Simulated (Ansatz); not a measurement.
# Geometry relaxation of Ti (part 3 of 4)

The same run, continued: Ti (slab, 27 atoms in the cell); DFT PBE, scalar-relativistic, plane waves, PAW, no spin polarisation (Ansatz 0.2.0); cutoff 420 eV, 2×10×1 k-mesh, Gaussian smearing of 0.1 eV. The structure derives from an entry of the Crystallography Open Database. The input holds or restrains some coordinates. It belongs to a series of runs on one base structure; here: stripe of 3 of 6 rows, two steps.

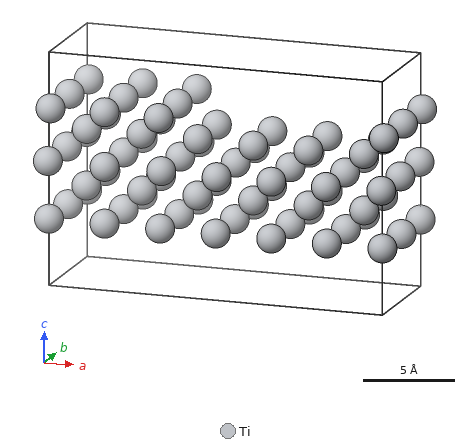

**Figure 1.** The geometry at step 2 of the log (spheres-only view of the 1 × 2 repeat of the cell, with the vacuum cut short, seen slightly off an axis).

## Output, continued
```
  k-point 2: bands = ["-53.6867", "-53.6805", "-53.6775", "-53.6616", "-53.6606", "-53.6400", "-53.5995", "-53.4803", "-53.4801", "-53.4787", "-53.4668", "-53.2738", "-53.2737", "-53.0444", "-53.0298", "-52.9621", "-52.9617", "-52.9193", "-52.9116", "-52.8919", "-52.8865", "-52.8607", "-52.8542", "-52.8443", "-52.7765", "-52.7461", "-52.7257", "-30.0668", "-30.0587", "-30.0584", "-30.0416", "-30.0403", "-30.0253", "-29.9920", "-29.9773", "-29.9473", "-29.9387", "-29.9194", "-29.9158", "-29.9092",
      "-29.8970", "-29.8902", "-29.8899", "-29.8810", "-29.8759", "-29.8738", "-29.8695", "-29.8675", "-29.8621", "-29.8566", "-29.8428", "-29.8309", "-29.8196", "-29.7862", "-29.7612", "-29.7550", "-29.7493", "-29.7481", "-29.7309", "-29.7011", "-29.6864", "-29.6755", "-29.5476", "-29.5415", "-29.4738", "-29.4705", "-29.4613", "-29.4478", "-29.4240", "-29.4089", "-29.3948", "-29.3702", "-29.3659", "-29.3299", "-29.3139", "-29.2949", "-29.2928", "-29.2894", "-29.2733", "-29.2546",
      "-29.2443", "-29.2318", "-29.2025", "-29.1861", "-29.1836", "-29.1566", "-29.1412", "-29.1260", "-29.1147", "-29.1030", "-29.0977", "-29.0608", "-29.0500", "-29.0331", "-29.0184", "-29.0107", "-29.0044", "-28.9978", "-28.9895", "-28.9708", "-28.9478", "-28.9279", "-28.8935", "-28.8892", "-28.8662", "-28.8623", "-28.8222", "-28.8167", "-1.3853", "-0.9563", "-0.9400", "-0.1726", "0.0862", "0.1149", "0.3295", "0.3749", "1.0867", "1.1175", "1.1540", "1.2904",
      "1.3316", "1.4318", "1.4663", "1.6036", "1.6230", "1.7257", "1.7668", "1.8156", "1.8773", "1.9119", "1.9389", "1.9648", "1.9726", "2.0155", "2.0956", "2.1093", "2.1825", "2.2226", "2.3332", "2.3982", "2.4133", "2.4160", "2.5989", "2.6926", "2.6995", "2.7801", "2.7912", "2.8542", "2.9002", "2.9215", "2.9405", "2.9998", "3.0033", "3.0479", "3.0640", "3.0764", "3.1740", "3.2153", "3.2396", "3.2609",
      "3.2670", "3.3517", "3.3998", "3.4593", "3.4636", "3.4678", "3.5262", "3.5739", "3.5814", "3.6005", "3.7734", "3.7912", "3.8013", "3.8191", "3.9167", "4.0145", "4.0304", "4.0464", "4.0993", "4.1117", "4.1220", "4.1263", "4.1383", "4.1644", "4.1682", "4.1936", "4.2607", "4.2744", "4.3115", "4.3252", "4.3266", "4.3477", "4.3762", "4.4210", "4.4275"]
  k-point 11: bands = ["-53.6780", "-53.6726", "-53.6704", "-53.6534", "-53.6528", "-53.6323", "-53.5910", "-53.4688", "-53.4685", "-53.4677", "-53.4584", "-53.2662", "-53.2662", "-53.0275", "-53.0221", "-52.9152", "-52.9152", "-52.9127", "-52.9127", "-52.8824", "-52.8815", "-52.8814", "-52.8769", "-52.8182", "-52.7845", "-52.7809", "-52.7355", "-30.0708", "-30.0572", "-30.0427", "-30.0373", "-30.0223", "-30.0030", "-29.9984", "-29.9888", "-29.9871", "-29.9857", "-29.9665", "-29.9656", "-29.9597",
      "-29.9592", "-29.9570", "-29.9384", "-29.9285", "-29.8980", "-29.8898", "-29.8867", "-29.8853", "-29.8694", "-29.8691", "-29.8645", "-29.8505", "-29.8437", "-29.8425", "-29.8341", "-29.8147", "-29.8046", "-29.7996", "-29.7418", "-29.6972", "-29.6960", "-29.6827", "-29.5653", "-29.5606", "-29.5365", "-29.4987", "-29.4763", "-29.4566", "-29.4432", "-29.4348", "-29.4218", "-29.4065", "-29.4064", "-29.3405", "-29.3339", "-29.3205", "-29.3120", "-29.3114", "-29.2994", "-29.2736",
      "-29.2507", "-29.2466", "-29.2162", "-29.1794", "-29.1705", "-29.1675", "-29.1529", "-29.1515", "-29.1420", "-29.1153", "-29.1118", "-29.0987", "-29.0843", "-29.0656", "-29.0604", "-29.0460", "-29.0194", "-29.0034", "-29.0003", "-28.9963", "-28.9537", "-28.9335", "-28.9269", "-28.8861", "-28.8755", "-28.8578", "-28.8148", "-28.8135", "0.9602", "0.9720", "0.9770", "1.0243", "1.0319", "1.2530", "1.2668", "1.3425", "1.3612", "1.4009", "1.4231", "1.4243",
      "1.4546", "1.4680", "1.5032", "1.5882", "1.7072", "1.8323", "1.8391", "2.0497", "2.0785", "2.2143", "2.2145", "2.3039", "2.4143", "2.4304", "2.4707", "2.5147", "2.5334", "2.5658", "2.5716", "2.5877", "2.6360", "2.6471", "2.6580", "2.6632", "2.7196", "2.7428", "2.7490", "2.8028", "2.8887", "2.8934", "2.9066", "2.9241", "2.9604", "3.0115", "3.0216", "3.0274", "3.0609", "3.0651", "3.0940", "3.1400",
      "3.1905", "3.2094", "3.2283", "3.2774", "3.3780", "3.4355", "3.4664", "3.4842", "3.4865", "3.6181", "3.6230", "3.6789", "3.7296", "3.7877", "3.7921", "3.8957", "3.9711", "4.0068", "4.0809", "4.1551", "4.2407", "4.2419", "4.2582", "4.3198", "4.3325", "4.4453", "4.4570", "4.5695", "4.6043", "4.6329", "4.6781", "4.7294", "4.8870", "4.9002", "4.9104"]
--- Relaxed structure (11 steps of the walk, 9 accepted, 0 SCFs on fresh bases) ---
  F+E_penalty+E_count = -67475.41941723 eV   max|allowed force component| = 6.478e-3 eV/Å
  atoms:
    - { symbol: Ti, position: [1.6666671129625697e-11, 0.0, 0.08103285099999999] }
    - { symbol: Ti, position: [0.08333333331666666, 0.4999999999999999, 0.16896714899999998] }
    - { symbol: Ti, position: [0.16666666666666663, 0.0, 0.08103285099999999] }
    - { symbol: Ti, position: [0.2500000000166666, 0.4999999999999999, 0.16896714899999998] }
    - { symbol: Ti, position: [0.33333333331666665, 0.0, 0.08103285099999999] }
    - { symbol: Ti, position: [0.4166666666666667, 0.4999999999999999, 0.16896714899999998] }
    - { symbol: Ti, position: [0.5000000000166667, 0.0, 0.08103285099999999] }
    - { symbol: Ti, position: [0.5833333333166667, 0.4999999999999999, 0.16896714899999998] }
    - { symbol: Ti, position: [0.6666666666666666, 0.0, 0.08103285099999999] }
    - { symbol: Ti, position: [0.7500000000166666, 0.4999999999999999, 0.16896714899999998] }
    - { symbol: Ti, position: [0.8333333333166666, 0.0, 0.08103285099999999] }
    - { symbol: Ti, position: [0.9166666666666665, 0.4999999999999999, 0.16896714899999998] }
    - { symbol: Ti, position: [-0.013391970024377772, 1.1933164588488643e-18, 0.26068207289606005] }
    - { symbol: Ti, position: [0.08035172423014922, 0.4999999999999999, 0.32303736901534763] }
    - { symbol: Ti, position: [0.16666666666666663, -2.3382064287164805e-18, 0.24949361871100204] }
    - { symbol: Ti, position: [0.2529816091031841, 0.4999999999999999, 0.32303736901534763] }
    - { symbol: Ti, position: [0.34672530335771107, 1.193316458848862e-18, 0.26068207289606005] }
    - { symbol: Ti, position: [0.42623885569390463, 0.4999999999999999, 0.3485755145686565] }
    - { symbol: Ti, position: [0.5010163815243789, -6.723916831990923e-19, 0.25477119797479225] }
    - { symbol: Ti, position: [0.5872233808073224, 0.4999999999999999, 0.33235266711834244] }
    - { symbol: Ti, position: [0.6666666666666666, -2.7608921037559665e-18, 0.24815447991439074] }
    - { symbol: Ti, position: [0.7461099525260109, 0.4999999999999999, 0.33235266711834244] }
    - { symbol: Ti, position: [0.8323169518089542, -6.723916831990945e-19, 0.25477119797479225] }
    - { symbol: Ti, position: [0.9070944776394289, 0.4999999999999999, 0.3485755145686565] }
    - { symbol: Ti, position: [0.007808520992002308, -6.485544485882043e-18, 0.4122227553427004] }
    - { symbol: Ti, position: [0.16666666666666663, -8.716082199953184e-18, 0.40515603941971956] }
    - { symbol: Ti, position: [0.325524812341331, -6.485544485882035e-18, 0.4122227553427004] }
--- Löwdin populations: 27 sites ---
  site symbol       q [e]
     0     Ti     11.8225
     1     Ti     11.8814
     2     Ti     11.8347
     3     Ti     11.8814
     4     Ti     11.8225
     5     Ti     11.8965
     6     Ti     11.8193
     7     Ti     11.8909
     8     Ti     11.8320
     9     Ti     11.8909
    10     Ti     11.8193
    11     Ti     11.8965
    12     Ti     11.8678
    13     Ti     11.9357
    14     Ti     11.8622
    15     Ti     11.9357
    16     Ti     11.8678
    17     Ti     11.8504
    18     Ti     11.8945
    19     Ti     11.8498
    20     Ti     11.9193
    21     Ti     11.8498
    22     Ti     11.8945
    23     Ti     11.8504
    24     Ti     11.8647
    25     Ti     11.7876
    26     Ti     11.8647
  spilling = 0.011164 (of n_electrons = 324.000000)
```

## File populations.tsv
```
# site	symbol	l	j	q
# orbitals = lowdin
# n_electrons = 324.000000
# spilling = 0.011164
0	Ti	0_3S	-	1.958344
0	Ti	0_4S	-	0.993822
0	Ti	1_3P	-	5.989923
0	Ti	2_3D	-	2.880379
1	Ti	0_3S	-	1.926672
1	Ti	0_4S	-	0.934459
1	Ti	1_3P	-	5.988525
1	Ti	2_3D	-	3.031725
2	Ti	0_3S	-	1.957951
2	Ti	0_4S	-	0.993001
2	Ti	1_3P	-	5.989520
2	Ti	2_3D	-	2.894218
3	Ti	0_3S	-	1.926672
3	Ti	0_4S	-	0.934459
3	Ti	1_3P	-	5.988525
3	Ti	2_3D	-	3.031725
4	Ti	0_3S	-	1.958344
4	Ti	0_4S	-	0.993822
4	Ti	1_3P	-	5.989923
4	Ti	2_3D	-	2.880379
5	Ti	0_3S	-	1.923722
5	Ti	0_4S	-	0.928485
5	Ti	1_3P	-	5.987220
5	Ti	2_3D	-	3.057089
6	Ti	0_3S	-	1.958218
6	Ti	0_4S	-	0.990548
6	Ti	1_3P	-	5.989781
6	Ti	2_3D	-	2.880712
7	Ti	0_3S	-	1.922296
7	Ti	0_4S	-	0.924213
7	Ti	1_3P	-	5.987652
7	Ti	2_3D	-	3.056788
8	Ti	0_3S	-	1.957886
8	Ti	0_4S	-	0.996753
8	Ti	1_3P	-	5.989333
8	Ti	2_3D	-	2.888009
9	Ti	0_3S	-	1.922296
9	Ti	0_4S	-	0.924213
9	Ti	1_3P	-	5.987652
9	Ti	2_3D	-	3.056788
10	Ti	0_3S	-	1.958218
10	Ti	0_4S	-	0.990548
10	Ti	1_3P	-	5.989781
10	Ti	2_3D	-	2.880712
11	Ti	0_3S	-	1.923722
11	Ti	0_4S	-	0.928485
11	Ti	1_3P	-	5.987220
11	Ti	2_3D	-	3.057089
12	Ti	0_3S	-	1.918547
12	Ti	0_4S	-	0.922044
12	Ti	1_3P	-	5.986328
12	Ti	2_3D	-	3.040888
13	Ti	0_3S	-	1.911856
13	Ti	0_4S	-	0.921147
13	Ti	1_3P	-	5.983774
13	Ti	2_3D	-	3.118912
14	Ti	0_3S	-	1.910374
14	Ti	0_4S	-	0.899159
14	Ti	1_3P	-	5.983952
14	Ti	2_3D	-	3.068715
15	Ti	0_3S	-	1.911856
15	Ti	0_4S	-	0.921147
15	Ti	1_3P	-	5.983774
15	Ti	2_3D	-	3.118912
16	Ti	0_3S	-	1.918547
16	Ti	0_4S	-	0.922044
16	Ti	1_3P	-	5.986328
16	Ti	2_3D	-	3.040888
17	Ti	0_3S	-	1.941040
17	Ti	0_4S	-	0.963731
17	Ti	1_3P	-	5.987992
17	Ti	2_3D	-	2.957676
18	Ti	0_3S	-	1.921264
18	Ti	0_4S	-	0.932847
18	Ti	1_3P	-	5.987366
18	Ti	2_3D	-	3.053000
19	Ti	0_3S	-	1.949450
19	Ti	0_4S	-	0.973711
19	Ti	1_3P	-	5.986996
19	Ti	2_3D	-	2.939668
20	Ti	0_3S	-	1.914470
20	Ti	0_4S	-	0.922470
20	Ti	1_3P	-	5.985184
20	Ti	2_3D	-	3.097189
21	Ti	0_3S	-	1.949450
21	Ti	0_4S	-	0.973711
21	Ti	1_3P	-	5.986996
21	Ti	2_3D	-	2.939668
22	Ti	0_3S	-	1.921264
22	Ti	0_4S	-	0.932847
22	Ti	1_3P	-	5.987366
22	Ti	2_3D	-	3.053000
23	Ti	0_3S	-	1.941040
23	Ti	0_4S	-	0.963731
23	Ti	1_3P	-	5.987992
23	Ti	2_3D	-	2.957676
24	Ti	0_3S	-	1.951914
24	Ti	0_4S	-	0.990826
24	Ti	1_3P	-	5.986663
24	Ti	2_3D	-	2.935285
25	Ti	0_3S	-	1.951420
25	Ti	0_4S	-	0.949637
25	Ti	1_3P	-	5.988497
25	Ti	2_3D	-	2.898004
26	Ti	0_3S	-	1.951914
26	Ti	0_4S	-	0.990826
26	Ti	1_3P	-	5.986663
26	Ti	2_3D	-	2.935285
```

## Trajectory as extended XYZ (Å, eV, eV/Å), 8 of the 11 frames kept, from step=1 to step=11
```
27
Lattice="19.5330 0.0000 0.0000 0.0000 3.2555 0.0000 0.0000 0.0000 18.5110" Properties=species:S:1:pos:R:3:forces:R:3 step=1 energy=-67474.71658
Ti    0.0000    0.0000    1.5000   -0.0549   0.0000   0.4869
Ti    1.6278    1.6278    3.1278    0.1081   0.0000  -0.3581
Ti    3.2555    0.0000    1.5000    0.0000   0.0000   0.4712
Ti    4.8833    1.6278    3.1278   -0.1081   0.0000  -0.3581
Ti    6.5110    0.0000    1.5000    0.0549   0.0000   0.4869
Ti    8.1388    1.6278    3.1278   -0.1636   0.0000  -0.3634
Ti    9.7665    0.0000    1.5000    0.0438   0.0000   0.5456
Ti   11.3943    1.6278    3.1278   -0.1148   0.0000  -0.2860
Ti   13.0220    0.0000    1.5000    0.0000   0.0000   0.5477
Ti   14.6498    1.6278    3.1278    0.1148   0.0000  -0.2860
Ti   16.2775    0.0000    1.5000   -0.0438   0.0000   0.5456
Ti   17.9053    1.6278    3.1278    0.1636   0.0000  -0.3634
Ti    0.0000    0.0000    4.7555   -0.3850   0.0000   0.3308
Ti    1.6278    1.6278    6.3833    0.0348   0.0000   0.4152
Ti    3.2555    0.0000    4.7555    0.0000   0.0000   0.0754
Ti    4.8833    1.6278    6.3833   -0.0348   0.0000   0.4152
Ti    6.5110    0.0000    4.7555    0.3850   0.0000   0.3308
Ti    8.1388    1.6278    6.3833   -0.0935   0.0000  -0.0275
Ti    9.7665    0.0000    4.7555    0.3642   0.0000   0.0869
Ti   11.3943    1.6278    6.3833    0.0157   0.0000  -0.5305
Ti   13.0220    0.0000    4.7555    0.0000   0.0000   0.3314
Ti   14.6498    1.6278    6.3833   -0.0157   0.0000  -0.5305
Ti   16.2775    0.0000    4.7555   -0.3642   0.0000   0.0869
Ti   17.9053    1.6278    6.3833    0.0935   0.0000  -0.0275
Ti    0.0000    0.0000    8.0110    0.4175   0.0000  -0.7295
Ti    3.2555    0.0000    8.0110    0.0000   0.0000  -0.5659
Ti    6.5110    0.0000    8.0110   -0.4175   0.0000  -0.7295
27
Lattice="19.5330 0.0000 0.0000 0.0000 3.2555 0.0000 0.0000 0.0000 18.5110" Properties=species:S:1:pos:R:3:forces:R:3 step=2 energy=-67475.11591
Ti    0.0000    0.0000    1.5000   -0.0657   0.0000   0.4328
Ti    1.6278    1.6278    3.1278   -0.0197   0.0000  -0.2613
Ti    3.2555    0.0000    1.5000    0.0000   0.0000   0.4921
Ti    4.8833    1.6278    3.1278    0.0197   0.0000  -0.2613
Ti    6.5110    0.0000    1.5000    0.0657   0.0000   0.4328
Ti    8.1388    1.6278    3.1278   -0.1419   0.0000  -0.3132
Ti    9.7665    0.0000    1.5000    0.0378   0.0000   0.5385
Ti   11.3943    1.6278    3.1278   -0.0248   0.0000  -0.3331
Ti   13.0220    0.0000    1.5000    0.0000   0.0000   0.4919
Ti   14.6498    1.6278    3.1278    0.0248   0.0000  -0.3331
Ti   16.2775    0.0000    1.5000   -0.0378   0.0000   0.5385
Ti   17.9053    1.6278    3.1278    0.1419   0.0000  -0.3132
Ti   -0.0649    0.0000    4.8039   -0.0380   0.0000   0.2283
Ti    1.6556    1.6278    6.3785    0.0617   0.0000  -0.2549
Ti    3.2555    0.0000    4.7554    0.0000   0.0000  -0.0033
Ti    4.8555    1.6278    6.3785   -0.0617   0.0000  -0.2549
Ti    6.5759    0.0000    4.8039    0.0380   0.0000   0.2283
Ti    8.1564    1.6278    6.3626    0.2447   0.0000  -0.0975
Ti    9.8205    0.0000    4.7430   -0.0598   0.0000  -0.1208
Ti   11.4079    1.6278    6.2750    0.0498   0.0000   0.0174
Ti   13.0220    0.0000    4.7622    0.0000   0.0000  -0.2135
Ti   14.6361    1.6278    6.2750   -0.0498   0.0000   0.0174
Ti   16.2235    0.0000    4.7430    0.0598   0.0000  -0.1208
Ti   17.8877    1.6278    6.3626   -0.2447   0.0000  -0.0975
Ti    0.0899    0.0000    7.8384    0.1082   0.0000  -0.2520
Ti    3.2555    0.0000    7.8930    0.0000   0.0000   0.0646
Ti    6.4211    0.0000    7.8384   -0.1082   0.0000  -0.2520
27
Lattice="19.5330 0.0000 0.0000 0.0000 3.2555 0.0000 0.0000 0.0000 18.5110" Properties=species:S:1:pos:R:3:forces:R:3 step=4 energy=-67475.30834
Ti    0.0000    0.0000    1.5000   -0.0652   0.0000   0.3403
Ti    1.6278    1.6278    3.1278   -0.3514   0.0000  -0.2518
Ti    3.2555    0.0000    1.5000    0.0000   0.0000   0.5268
Ti    4.8833    1.6278    3.1278    0.3514   0.0000  -0.2518
Ti    6.5110    0.0000    1.5000    0.0652   0.0000   0.3403
Ti    8.1388    1.6278    3.1278   -0.1834   0.0000  -0.4523
Ti    9.7665    0.0000    1.5000    0.0270   0.0000   0.5566
Ti   11.3943    1.6278    3.1278    0.0073   0.0000  -0.5695
Ti   13.0220    0.0000    1.5000    0.0000   0.0000   0.4951
Ti   14.6498    1.6278    3.1278   -0.0073   0.0000  -0.5695
Ti   16.2775    0.0000    1.5000   -0.0270   0.0000   0.5566
Ti   17.9053    1.6278    3.1278    0.1834   0.0000  -0.4523
Ti   -0.1228    0.0000    4.8082   -0.0205   0.0000   0.0412
Ti    1.6923    1.6278    6.1837   -0.0858   0.0000  -0.1337
Ti    3.2555    0.0000    4.6247    0.0000   0.0000  -0.1533
Ti    4.8187    1.6278    6.1837    0.0858   0.0000  -0.1337
Ti    6.6338    0.0000    4.8082    0.0205   0.0000   0.0412
Ti    8.2677    1.6278    6.2855   -0.0124   0.0000   0.0520
Ti    9.8374    0.0000    4.6746   -0.0076   0.0000  -0.0359
Ti   11.4459    1.6278    6.2060   -0.0170   0.0000  -0.0049
Ti   13.0220    0.0000    4.6732    0.0000   0.0000  -0.0246
Ti   14.5982    1.6278    6.2060    0.0170   0.0000  -0.0049
Ti   16.2066    0.0000    4.6746    0.0076   0.0000  -0.0359
Ti   17.7763    1.6278    6.2855    0.0124   0.0000   0.0520
Ti    0.1387    0.0000    7.6400   -0.0466   0.0000   0.0334
Ti    3.2555    0.0000    7.7555    0.0000   0.0000   0.0055
Ti    6.3723    0.0000    7.6400    0.0466   0.0000   0.0334
```
